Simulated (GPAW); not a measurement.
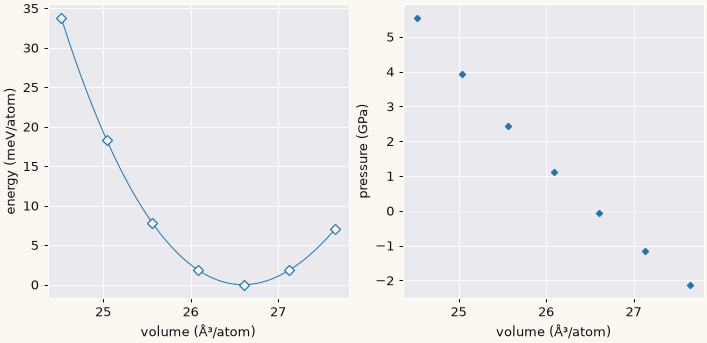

The picture above shows the energy and pressure against volume for PbS, space group Fm-3m (No. 225).

Starting cell:
```cif
data_structure
_symmetry_space_group_name_H-M 'P 1'
_symmetry_Int_Tables_number 1
_cell_length_a 4.1942
_cell_length_b 4.1942
_cell_length_c 4.1942
_cell_angle_alpha 60.000
_cell_angle_beta 60.000
_cell_angle_gamma 60.000
_cell_volume 52.17
loop_
_atom_site_label
_atom_site_type_symbol
_atom_site_fract_x
_atom_site_fract_y
_atom_site_fract_z
_atom_site_occupancy
Pb1 Pb 0.00000 0.00000 0.00000 1
S1 S 0.50000 0.50000 0.50000 1
```

Calculation (GPAW 26.7.0): PAW DFT in plane waves, on a grid or in atomic orbitals, no spin polarisation; energies at scaled volumes of the given cell, shape and fractions fixed, counted from the fit's minimum, third-order Birch-Murnaghan fit. Level: r2SCAN.

```csv
setting,value
k mesh,8×8×8
occupations,Fermi–Dirac
smearing width,0.05 eV
potentials,GPAW PAW data sets (gpaw data 1.2.1)
wave cutoff,600 eV
program settings,basis pw
```

> Give the fitted equation-of-state parameters.

A third-order Birch–Murnaghan fit gives V0 = 26.60 Å³/atom, B0 = 57.9 GPa and B′ = 4.2.

> How does the pressure vary with volume?

It falls from 5.55 GPa at volume 24.52 Å³/atom to −2.12 GPa at 27.65 Å³/atom, and changes sign near 26.58 Å³/atom.

Keep in mind: spin-orbit coupling left out, heavy elements.

The computed values:

| volume (Å³/atom) | energy (meV/atom) | pressure (GPa) |
| --- | --- | --- |
| 24.52 | 33.81 | 5.55 |
| 25.04 | 18.29 | 3.92 |
| 25.56 | 7.80 | 2.45 |
| 26.09 | 1.86 | 1.13 |
| 26.61 | 0.00 | −0.07 |
| 27.13 | 1.84 | −1.15 |
| 27.65 | 7.02 | −2.12 |
